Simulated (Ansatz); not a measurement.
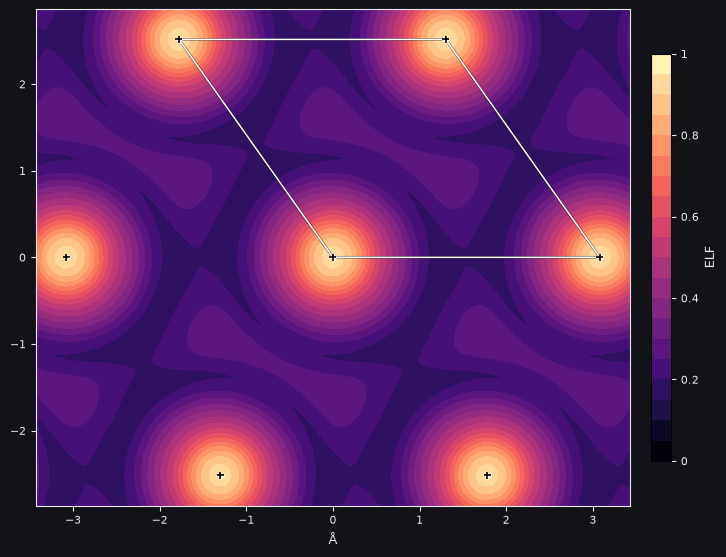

The electron localisation function on a plane through atoms (crosses mark nuclei in the plane).

These are results of Ansatz 0.2.0, DFT, PBE, plane waves (420 eV) with PAW, scalar-relativistic, not measurements.

Candidates:
A. Ge, a = 4.22 Å, b = 4.22 Å, c = 4.22 Å, α = 90.00°, β = 90.00°, γ = 90.00°. Space group Fm-3m; set up as Ge, fcc; a generated structure, not necessarily the stable one; changed on purpose from its base cell (volume × 0.96); computed pressure about 3 GPa in this cell.
B. Hg, a = 3.11 Å, b = 7.92 Å, c = 4.24 Å, α = 90.00°, β = 102.23°, γ = 90.00°. Space group C2/c; set up as Hg, beta-Sn type; a generated structure, not necessarily the stable one; changed on purpose from its base cell (volume × 0.88); computed pressure about 3 GPa in this cell.
C. Cd, a = 3.08 Å, b = 3.08 Å, c = 6.01 Å, α = 102.63°, β = 102.63°, γ = 125.26°. Space group C2/m; set up as Cd, beta-Sn type; a generated structure, not necessarily the stable one; changed on purpose from its base cell (volume × 0.88); computed pressure about 8 GPa in this cell.

Which system is this?

Answer. Candidate C: Cd on the (001) plane of the calculation cell, which holds Cd. Cd–Cd (2.83 Å): the ELF is about 0.25 at the midpoint (no shared electron pair shows on this line). Cd–Cd (3.08 Å): the ELF is about 0.20 at the midpoint; no localised pair shows between them.
